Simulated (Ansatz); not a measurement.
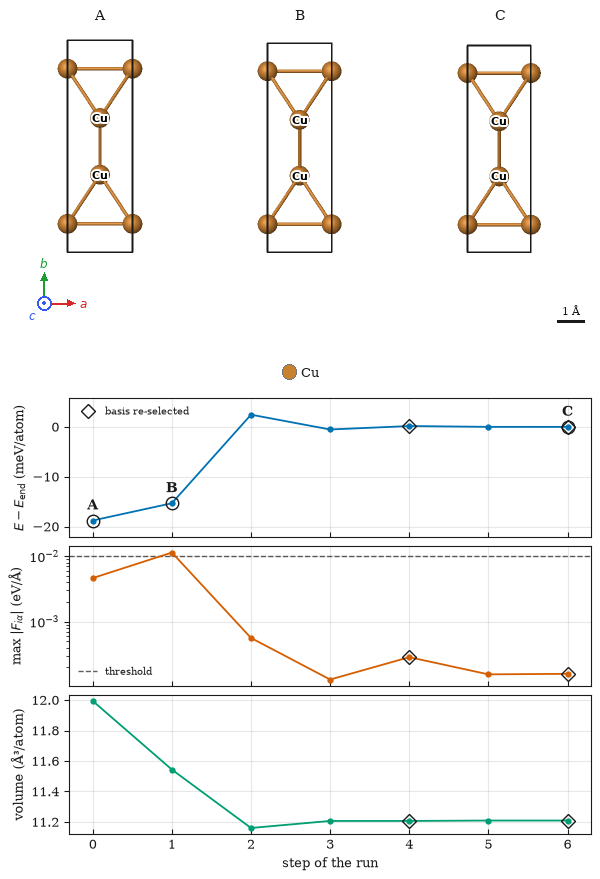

Frames of a relaxation of solid Cu (set up in Cmcm), marked on the history of the run. Style: ball-and-stick. Shown: the conventional cell (2 times the calculation's cell), along the c axis. Lengths and directions refer to the drawn axes.

The run lets cell and atoms move.

Method: Ansatz, Kohn-Sham DFT of a periodic cell, PBEsol, Ansatz PAW.

Input file:
```yaml
crystal:
  lattice:
    - [1.21846369, -3.9763780104, 0.0]
    - [1.21846369, 3.9763780104, 0.0]
    - [0.0, 0.0, 2.4754955235]
  atoms:
    - { symbol: Cu, position: [0.86613335, 0.13386665, 0.75] }
    - { symbol: Cu, position: [0.13386665, 0.86613335, 0.25] }
hamiltonian:
  xc: pbesol
  pseudopotentials: { kind: paw }
kpoints:
  mp_grid: { grid: [11, 11, 11] }
scf:
  occupations: { method: fermi_dirac, width: 0.05 }
output:
  forces: true
  stress: true
  eigenvalues: true
relax:
  f_tol: 0.01
  max_steps: 40
  cell: { stress_tol: 0.05, p_target: 10.0 }
```

Run as
```bash
ansatz run input.yaml --threads 2 --pin off --max-ram 5632MiB --backend cpu --events-out ev --progress --plain --runs-dir out
```

What happens along the run?

Answer. The largest moves relative to the cell, 0.005 Å, are those of Cu atoms. The drawn cell changes as follows: a 2.437 → 2.379 Å (−2.4 %), b 7.953 → 7.760 Å (−2.4 %), c 2.475 → 2.429 Å (−1.9 %); the volume changes by −6.5 %. Among the contacts that change: Cu–Cu 2.463 → 2.399 Å, Cu–Cu 2.437 → 2.379 Å, Cu–Cu 2.535 → 2.484 Å, Cu–Cu 2.475 → 2.429 Å. The space group stays Cmcm (No. 63). After 4 accepted moves (6 points after the start) the energy has risen by 18.8 meV per atom. With the target pressure of 10 GPa, the enthalpy E + pV changes by −30.2 meV per atom. Largest force component: 0.0046 eV/Å at the start, 0.00016 eV/Å at the end. The pressure goes from −1.53 to 10.00 GPa. At 2 points the geometry stayed and the basis and grid were re-selected for the new cell (energy shift of 0.7 meV per atom at most each time). The run took 27 s on 2 threads of Arm Neoverse V1 (shared host), peak memory 0.4 GiB. From step 0 to 1: volume −3.8 %, energy +3.5 meV per atom. From step 1 to 6: volume −2.9 %, energy +15.3 meV per atom.
